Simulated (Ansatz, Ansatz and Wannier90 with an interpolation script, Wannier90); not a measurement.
# Settings in Wannier-interpolated G0W0: PbS (Galena)

Wanted: errors and cost of interpolated bands of PbS (Galena) under coarser or faulty settings.

Program: Wannier90 4.0.3. Level of theory: maximally localised Wannier functions from the overlaps of r2SCAN states (plane waves, PAW). Results are calculated unless marked as measured.

The database entry behind the starting cell differs from later determinations by our own check (about 0.1 % short), so it need not match the best structure at ambient conditions.

## 1. Set-up

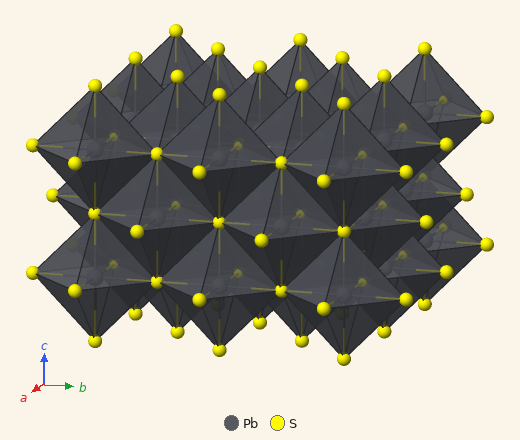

Start, viewed slightly off an axis; lead dark grey, sulfur yellow. 2×2×1 cells are drawn. This picture shows the conventional cell, with its axes. Some periodic images of atoms are drawn too.

The cell and positions come from the Crystallography Open Database and are kept as given unless a step says otherwise. Spin-orbit coupling is left out unless a step names it.

## 2. Wannier model on 12×12×12, by Wannier90

Localised functions give a small Hamiltonian that interpolates between mesh points at no cost.

w.win

```
num_iter = 1200
conv_tol = 1.0e-8
conv_window = 5
dis_num_iter = 4000
dis_conv_tol = 1.0e-8
dis_mix_ratio = 0.7
write_hr = true
use_ws_distance = false
num_print_cycles = 50
! ansatz wannier90 interface
! projections by site (counted from 0) and shell: 0 6P, 1 3P
! states of the run's bands (counted from 1): 1-14
num_bands = 14
num_wann  = 6
dis_win_min = 2.79
dis_win_max = 15.42
dis_froz_min = 2.79
dis_froz_max = 10.46
guiding_centres = true

begin unit_cell_cart
Ang
                      0.0                  2.96575                  2.96575
                  2.96575                      0.0                  2.96575
                  2.96575                  2.96575                      0.0
end unit_cell_cart

begin atoms_frac
Pb                       0.0                      0.0                      0.0
S                        0.5                      0.5                      0.5
end atoms_frac

mp_grid = 12 12 12

[... the mesh's points ...]
```

The run is started by

```
$ OMP_NUM_THREADS=1 mpirun -n 8 wannier90.x w > wannier90.x.log
```

Numbers of over 12 decimals in the logs are rounded to 6 here.

Log:

```text
TEM
                                    ------

                              Lattice Vectors (Ang)
                    a_1     0.000000   2.965750   2.965750
                    a_2     2.965750   0.000000   2.965750
                    a_3     2.965750   2.965750   0.000000

                   Unit Cell Volume:      52.17153  (Ang^3)

                        Reciprocal-Space Vectors (Ang^-1)
                    b_1    -1.059291   1.059291   1.059291
                    b_2     1.059291  -1.059291   1.059291
                    b_3     1.059291   1.059291  -1.059291

 *----------------------------------------------------------------------------*
 |   Site       Fractional Coordinate          Cartesian Coordinate (Ang)     |
 +----------------------------------------------------------------------------+
 | pb   1   0.00000   0.00000   0.00000   |    0.00000   0.00000   0.00000    |
 | s    1   0.50000   0.50000   0.50000   |    2.96575   2.96575   2.96575    |
 *----------------------------------------------------------------------------*
                                ------------
                                K-POINT GRID
                                ------------

             Grid size = 12 x 12 x 12      Total points = 1728

 *---------------------------------- MAIN ------------------------------------*
 |  Number of Wannier Functions               :                 6             |
 |  Number of Objective Wannier Functions     :                 6             |
 |  Number of input Bloch states              :                14             |
 |  Output verbosity (1=low, 5=high)          :                 1             |
 |  Timing Level (1=low, 5=high)              :                 1             |
 |  Optimisation (0=memory, 3=speed)          :                 3             |
 |  Length Unit                               :               Ang             |
 |  Post-processing setup (write *.nnkp)      :                 F             |
 |  Using Gamma-only branch of algorithms     :                 F             |
 *----------------------------------------------------------------------------*
 *------------------------------- WANNIERISE ---------------------------------*
 |  Total number of iterations                :              1200             |
 |  Number of CG steps before reset           :                 5             |
 |  Trial step length for line search         :             2.000             |
 |  Convergence tolerence                     :         0.100E-07             |
 |  Convergence window                        :                 5             |
 |  Iterations between writing output         :                50             |
 |  Iterations between backing up to disk     :               100             |
 |  Write r^2_nm to file                      :                 F             |
[...]
+--------------------------------------------------------------------+<-- CONV

 ------------------------------------------------------------------------------
 Initial State
  WF centre and spread    1  (  0.000000, -0.000000, -0.000000 )     4.30016688
  WF centre and spread    2  (  0.000000, -0.000000, -0.000000 )     4.30016688
  WF centre and spread    3  ( -0.000000, -0.000000, -0.000000 )     4.30016688
[...]
Sum of centres and spreads (  8.897250,  8.897250,  8.897250 )    19.95364259

      0     0.200E+02     0.0000000000       19.9536425943       0.26  <-- CONV
        O_D=      0.0000000 O_OD=      0.8078055 O_TOT=     19.9536426 <-- SPRD
 ------------------------------------------------------------------------------
 Cycle:      1
[...]
Sum of centres and spreads (  8.897250,  8.897250,  8.897250 )    19.92427808

      1    -0.294E-01     0.0828968352       19.9242780766       0.27  <-- CONV
        O_D=      0.0000000 O_OD=      0.7784410 O_TOT=     19.9242781 <-- SPRD
 Delta: O_D=  0.5781512E-21 O_OD= -0.2936452E-01 O_TOT= -0.2936452E-01 <-- DLTA
 ------------------------------------------------------------------------------
 Cycle:     50
[...]
Sum of centres and spreads (  8.897250,  8.897250,  8.897250 )    19.86717056

     50    -0.159E-08     0.0000293963       19.8671705588       0.86  <-- CONV
        O_D=      0.0000000 O_OD=      0.7213334 O_TOT=     19.8671706 <-- SPRD
 Delta: O_D= -0.4892608E-20 O_OD= -0.1590102E-08 O_TOT= -0.1590102E-08 <-- DLTA
 ------------------------------------------------------------------------------

             <<<     Delta < 1.000E-08  over  5 iterations     >>>
             <<< Wannierisation convergence criteria satisfied >>>

 Final State
[...]
WF centre and spread    5  (  2.965750,  2.965750,  2.965750 )     2.38230989
  WF centre and spread    6  (  2.965750,  2.965750,  2.965750 )     2.38230989
  Sum of centres and spreads (  8.897250,  8.897250,  8.897250 )    19.86717056

         Spreads (Ang^2)       Omega I      =    19.145837111
        ================       Omega D      =     0.000000000
                               Omega OD     =     0.721333448
    Final Spread (Ang^2)       Omega Total  =    19.867170559
 ------------------------------------------------------------------------------

 Writing checkpoint file w.chk... done

 *---------------------------------------------------------------------------*
 |                               PLOTTING                                    |
 *---------------------------------------------------------------------------*

 *===========================================================================*
 |                             TIMING INFORMATION                            |
 *===========================================================================*
 |    Tag                                                Ncalls      Time (s)|
 |---------------------------------------------------------------------------|
 |kmesh: get                                        :         1         0.389|
 |overlap: read                                     :         1         1.480|
 |dis: main                                         :         1         0.261|
 |wann: main                                        :         1         0.611|
 |plot: main                                        :         1         0.099|
 *---------------------------------------------------------------------------*
 All done: wannier90 exiting
```

Elapsed: 4.4 s, on 8 MPI ranks of Arm Neoverse V2, shared host.

This step gave:

* gauge-invariant spread: 19.15 Å²
* diagonal spread: 0 Å²
* off-diagonal spread: 0.7213 Å²
* total spread: 19.87 Å²
* disentanglement steps: 57
* r.m.s. interpolation error: 8.01e-4 eV
* r.m.s. error near the gap: 0.001416 eV

Near the gap the model misses directly solved bands by 1.4 meV r.m.s. and by 6 meV at most in the window tested. This tests the starting bands, not the corrections carried with them.

## 3. Wannier model on 12×12×12, by the program's own minimiser

This step: maximally localised Wannier functions, r2SCAN, plane waves, PAW.

input.yaml

```yaml
crystal:
  lattice:
    - [0.0, 2.96575, 2.96575]
    - [2.96575, 0.0, 2.96575]
    - [2.96575, 2.96575, 0.0]
  atoms:
    - { symbol: Pb, position: [0.0, 0.0, 0.0] }
    - { symbol: S, position: [0.5, 0.5, 0.5] }
kpoints:
  mp_grid: { grid: [6, 6, 6] }
hamiltonian:
  xc: r2scan
scf:
  occupations: { method: fixed }
  n_extra_bands: 30
output:
  wannier:
    kmesh: [12, 12, 12]
    projections: [{ species: Pb, l: p, shell: 6 }, { species: S, l: p, shell: 3 }]
    minimise: true
    write_hr: true
    seedname: w
    conv_tol: 1.0e-06
    max_iter: 20000
    stability_check: false
    disentanglement:
      window: [2.79, 15.42]
      frozen_window: [2.79, 10.46]
      conv_tol: 1.0e-08
```

The run is started by

```
$ ansatz run input.yaml --threads 12 --pin off --max-ram 22118MiB --backend cpu --events-out ev --progress --plain --runs-dir out
```

Log:

```text
scf.n_extra_bands = 30 over 10 filled bands (N_el = 20.0): the run solves 40 bands
Engine: ansatz 0.2.0, aarch64-unknown-linux-gnu
Pseudopotentials: kind: paw
Pseudopotential: Pb, paw, valence charge 14, recommended cutoff 500 eV (meta_gga), Pb.paw.azcp
Pseudopotential: S, paw, valence charge 6, recommended cutoff 500 eV (meta_gga), S.paw.azcp
Functional definition: r2SCAN
  parameter k0 = 0.174
  parameter k1 = 0.065
  parameter a1 = 4.9479
  exchange = r2scan_x(k0 = k0, k1 = k1, a1 = a1)
  correlation = r2scan_c
Crystal: 2 atoms, lattice volume = 52.172 Å³
Basis set: ecut = 500 eV, 1363 PW (Γ), exchange–correlation on 128×128×128 points (64 copies of the dense FFT grid, shifted against one another)
Bands: 40, of which v1, the nominal top of the filled ones, is band 10 counted from 1 (9 counted from 0)
Symmetry: 48 space group operations
Space group: Fm-3m (ITA 225), of the structure as read, at distance tolerance 3.7e-5 Å
k-points: 16 of 216
Non-local potential: Pb, projectors of the file, l = 0: 2, l = 1: 2, l = 2: 2, l = 3: 2
Non-local potential: S, projectors of the file, l = 0: 2, l = 1: 2, l = 2: 2
PAW form: soft (Blöchl's): semilocal exchange-correlation on the pseudo side does not see the compensation charge
PAW frozen core: Pb, regenerated for the run's functional (the file was generated under x = pbe(κ = 0.804, μ = 0.219515), c = pbe(β = 0.066725))
PAW frozen core: S, regenerated for the run's functional (the file was generated under x = pbe(κ = 0.804, μ = 0.219515), c = pbe(β = 0.066725))
PAW one-centre angular grid: Pb, 590 points (default); XC on 160 Gauss nodes
[...]
NSCF: frozen V_eff on 75 k-points
the Wannier pass solved 75 of the 1728 points of its mesh, and has the states at the others by symmetry: states obtained by the crystal's operations at points that were solved too leave a residual of 4.66e-13 eV (read by the count's bands and the next), within 4.76e-6 eV
SCF converged after 6 iterations
Free energy (F): -12827.998979 eV
Harris-Foulkes:  -12827.998979 eV  (|F-HF|=3.35e-8)
Internal energy: -12827.998979 eV  (E = F + TS)
E sigma→0 (E₀):  -12827.998979 eV
Fermi energy:    8.344878 eV
--- Per-component energies (eV) ---
  E_band       = -66.686432
  E_kinetic    = 393.054749
  E_local      = -1223.049510  (includes V_loc(G=0)·N_el)
  E_nonlocal   = 379.130706
  E_hartree    = 476.520901
  E_xc         = -300.892665
  E_vxc        = -240.364278  (∫ρ·V_xc dr)
  E_paw        = -11040.262512  (= ΣΔE_a)
  E_vpaw       = -343.391513  (= ΣTr[D̂ρ^β])
  E_aug_tail   = 0.000020  (compensation charges beyond the density's cutoff)
  E_vtau       = 14.894762  (kinetic-family band-sum trace: ∫τ·v_τ [+ j·A + Jᵃ·Aᵃ] dr)
  E_ewald      = -1513.356403
  E_core_change = 0.855736  (= ΣΔE_core)
  E_smearing   = -0.000000  (= −TS)
  E_closure    = 0.000000  (closes the sum)
  Σ components = -12827.998979   (vs F -12827.998979, Δ=0.00e0)
--- Band table (eV; the first three rows and the last of 16) ---
  k-point 0: bands = [... 6 lower, 2.2424, 5.9914, 5.9914, 5.9914, 13.8901, 13.8901, 13.8901, 15.4298, ... 26 higher]
  k-point 1: bands = [... 6 lower, 1.4082, 6.0694, 6.0694, 6.6294, 12.0423, 12.6380, 12.6380, 15.3762, ... 26 higher]
  k-point 2: bands = [... 6 lower, -0.0264, 6.2669, 6.2669, 7.6219, 10.0409, 11.1224, 11.1224, 16.1078, ... 26 higher]
  k-point 15: bands = [... 6 lower, 0.3506, 3.3125, 4.1808, 6.4276, 11.7874, 12.8895, 13.8110, 15.6302, ... 26 higher]
Wannier search: line search 1 of at most 20000: gauge-dependent spread (as the search counts it) 0.7782746 Å², largest recent change 2.9e-2 Å² against conv_tol 1.0e-6 Å², 0 stops escaped
```

It took 5.6 s on 12 threads; peak memory 2 GiB.

In the SCF lines HF is the Harris–Foulkes energy and dr2 the Hartree energy of the density residual, in eV; the loop may stop once dr2 is under the threshold and the program's other checks hold. Hψ counts applications of the Hamiltonian.

This step gave:

- gauge-invariant spread: 19.15 Å²
- diagonal spread: 8.25e-25 Å²
- off-diagonal spread: 0.7212 Å²
- total spread: 19.87 Å²
- least projectability: 0.3985
- localisation steps: 34
- disentanglement steps: 54
- r.m.s. interpolation error: 8.02e-4 eV
- r.m.s. error near the gap: 0.001421 eV

Near the gap the model misses directly solved bands by 1.4 meV r.m.s. and by 6 meV at most in the window tested. This tests the starting bands, not the corrections carried with them.

Frozen up to 2.11 eV; above it the model need not follow the bands. Electronic bands along the path, in eV, zero at the valence-band top; v1 is the highest filled band, c1 the lowest empty one:

```csv
point,v3,v2,v1,c1,c2,c3
Γ,-2.35,-2.35,-2.35,5.55,5.55,5.55
X,-5.41,-3.63,-3.63,5.99,6.08,6.08
U,-4.98,-3.12,-2.58,3.64,4.41,5.41
jump to K,-4.98,-3.12,-2.58,3.64,4.41,5.41
Γ,-2.35,-2.35,-2.35,5.55,5.55,5.55
L,-1.95,-1.95,0.00,0.61,2.16,2.16
W,-4.62,-4.62,-1.13,2.45,4.99,4.99
X,-5.41,-3.63,-3.63,5.99,6.08,6.08
```

The same for Kohn-Sham, solved directly:

```csv
point,v3,v2,v1,c1,c2,c3
Γ,-2.35,-2.35,-2.35,5.55,5.55,5.55
X,-5.40,-3.63,-3.63,4.12,5.99,6.08
U,-4.98,-3.12,-2.58,3.61,4.41,5.41
K,-4.98,-3.12,-2.58,3.61,4.41,5.41
Γ,-2.35,-2.35,-2.35,5.55,5.55,5.55
L,-1.95,-1.95,0.00,0.61,2.16,2.16
W,-4.62,-4.62,-1.13,2.45,4.99,4.99
X,-5.40,-3.63,-3.63,4.12,5.99,6.08
```

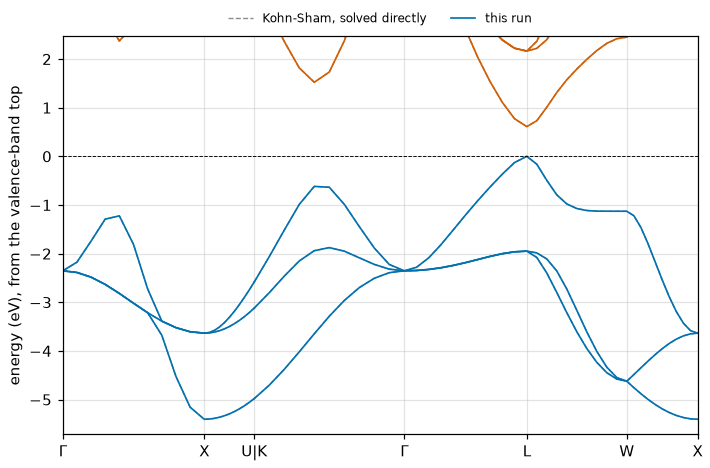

Electronic bands along the path; lines of filled and empty bands in two colours; dashed: Kohn-Sham, solved directly.

## 4. Wannier model on 6×6×6, by Wannier90

This step: maximally localised Wannier functions from the overlaps of r2SCAN states (plane waves, PAW).

w.win, as its differences from that of step 2:

```diff
@@ -32,3 +32,3 @@
 
-mp_grid = 12 12 12
+mp_grid = 6 6 6
```

The run is started by

```
$ OMP_NUM_THREADS=1 mpirun -n 8 wannier90.x w > wannier90.x.log
```

Log:

```text
[banner, memory and clock lines left out]
TEM
                                    ------

                              Lattice Vectors (Ang)
                    a_1     0.000000   2.965750   2.965750
                    a_2     2.965750   0.000000   2.965750
                    a_3     2.965750   2.965750   0.000000

                   Unit Cell Volume:      52.17153  (Ang^3)

                        Reciprocal-Space Vectors (Ang^-1)
                    b_1    -1.059291   1.059291   1.059291
                    b_2     1.059291  -1.059291   1.059291
                    b_3     1.059291   1.059291  -1.059291

 *----------------------------------------------------------------------------*
 |   Site       Fractional Coordinate          Cartesian Coordinate (Ang)     |
 +----------------------------------------------------------------------------+
 | pb   1   0.00000   0.00000   0.00000   |    0.00000   0.00000   0.00000    |
 | s    1   0.50000   0.50000   0.50000   |    2.96575   2.96575   2.96575    |
 *----------------------------------------------------------------------------*
                                ------------
                                K-POINT GRID
                                ------------

             Grid size =  6 x  6 x  6      Total points =  216

 *---------------------------------- MAIN ------------------------------------*
 |  Number of Wannier Functions               :                 6             |
 |  Number of Objective Wannier Functions     :                 6             |
 |  Number of input Bloch states              :                14             |
 |  Output verbosity (1=low, 5=high)          :                 1             |
 |  Timing Level (1=low, 5=high)              :                 1             |
[...]
Sum of centres and spreads (  8.897250,  8.897250,  8.897250 )    18.87187297

      1    -0.440E-01     0.1740589867       18.8718729714       0.02  <-- CONV
        O_D=      0.0000000 O_OD=      1.0745806 O_TOT=     18.8718730 <-- SPRD
 Delta: O_D=  0.2939187E-23 O_OD= -0.4402031E-01 O_TOT= -0.4402031E-01 <-- DLTA

             <<<     Delta < 1.000E-08  over  5 iterations     >>>
             <<< Wannierisation convergence criteria satisfied >>>

 Final State
[...]
WF centre and spread    5  (  2.965750,  2.965750,  2.965750 )     2.29062650
  WF centre and spread    6  (  2.965750,  2.965750,  2.965750 )     2.29062650
  Sum of centres and spreads (  8.897250,  8.897250,  8.897250 )    18.83427887

         Spreads (Ang^2)       Omega I      =    17.797292341
        ================       Omega D      =     0.000000000
                               Omega OD     =     1.036986531
    Final Spread (Ang^2)       Omega Total  =    18.834278872

 Writing checkpoint file w.chk... done

 *---------------------------------------------------------------------------*
 |                               PLOTTING                                    |
 *---------------------------------------------------------------------------*

 *===========================================================================*
 |                             TIMING INFORMATION                            |
 *===========================================================================*
 |    Tag                                                Ncalls      Time (s)|
 |---------------------------------------------------------------------------|
 |kmesh: get                                        :         1         0.048|
 |overlap: read                                     :         1         0.186|
 |dis: main                                         :         1         0.013|
 |wann: main                                        :         1         0.030|
 |plot: main                                        :         1         0.014|
 *---------------------------------------------------------------------------*
 All done: wannier90 exiting
```

The job ended after 0.94 s (8 MPI ranks; 6.6 s of CPU time).

Numbers from this step:

| Item | Value |
| --- | --- |
| gauge-invariant spread | 17.80 Å² |
| diagonal spread | 0 Å² |
| off-diagonal spread | 1.037 Å² |
| total spread | 18.83 Å² |
| disentanglement steps | 15 |
| r.m.s. interpolation error | 0.01252 eV |
| r.m.s. error near the gap | 0.01977 eV |

Near the gap the model misses directly solved bands by 19.8 meV r.m.s. and by 45 meV at most in the window tested. This tests the starting bands, not the corrections carried with them.

Frozen up to 2.11 eV; above it the model need not follow the bands. The electronic bands at the labelled points (eV, zero at the valence-band top; v1 is the highest filled band, c1 the lowest empty one):

```csv
point,v3,v2,v1,c1,c2,c3
Γ,-2.35,-2.35,-2.35,5.55,5.55,5.55
X,-5.41,-3.63,-3.63,5.99,6.08,6.08
U,-4.96,-3.12,-2.59,3.49,4.38,5.41
jump to K,-4.96,-3.12,-2.59,3.49,4.38,5.41
Γ,-2.35,-2.35,-2.35,5.55,5.55,5.55
L,-1.95,-1.95,0.00,0.61,2.16,2.16
W,-4.63,-4.63,-1.16,2.38,4.89,4.89
X,-5.41,-3.63,-3.63,5.99,6.08,6.08
```

The same for Kohn-Sham, solved directly:

(Unchanged from step 3.)

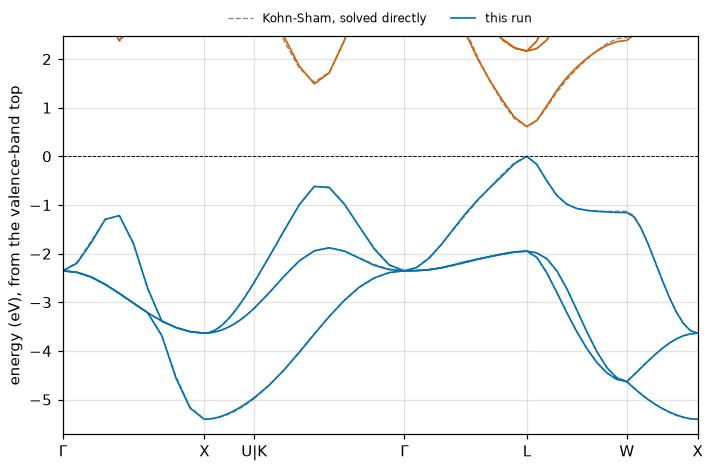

Electronic bands along the path; lines of filled and empty bands in two colours; dashed: Kohn-Sham, solved directly.

(Part 1 of 2 ends here.)

[Paths, hosts, dates, memory and timing lines, banners, echoed tables and standing remarks are left out of the program output.]

[Logs are printed without paths, hosts, clocks, repeated set-up lines and the standing remarks that a program may print on its own settings, such as how far it seeks lower states.]

[Runs of the session that timed out or met a known fault of the program may be left out.]

[Hosts, paths, dates, database ids (printed as entryN), source tags and the programs' standing remarks are cut or masked in the printed files.]
